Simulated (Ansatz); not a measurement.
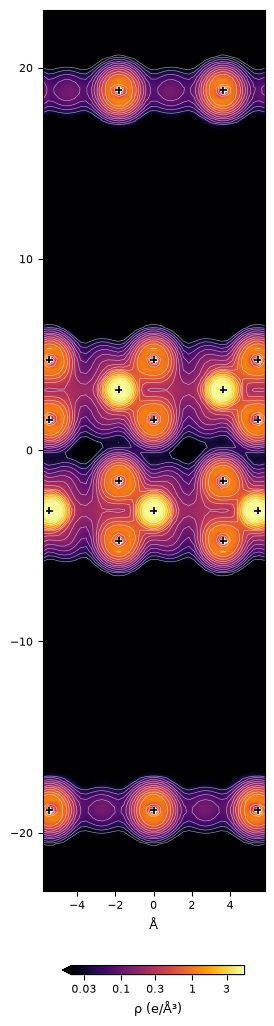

The valence charge density (pseudo) on a plane through atoms (crosses mark nuclei in the plane).

The calculation used DFT PBEsol, scalar-relativistic, plane waves, PAW in Ansatz.

Candidates:
A. WS₃ (slab), a = 3.15 Å, b = 3.15 Å, c = 54.66 Å, α = 90.00°, β = 90.00°, γ = 120.00°. 
B. CoO, a = 3.02 Å, b = 3.02 Å, c = 4.21 Å, α = 90.00°, β = 90.00°, γ = 90.00°. Space group I4/mmm; computed pressure about −9 GPa in this cell; spin-polarised.
C. Sn, a = 3.23 Å, b = 3.23 Å, c = 5.07 Å, α = 90.00°, β = 90.00°, γ = 90.00°. Space group I4/mmm.

Which system is this?

Candidate A: WS₃ on the (110) plane of the calculation cell, a cut from vacuum to vacuum, which holds S and W. W–S (2.40 Å): ρ is about 0.64 e/Å³ halfway.
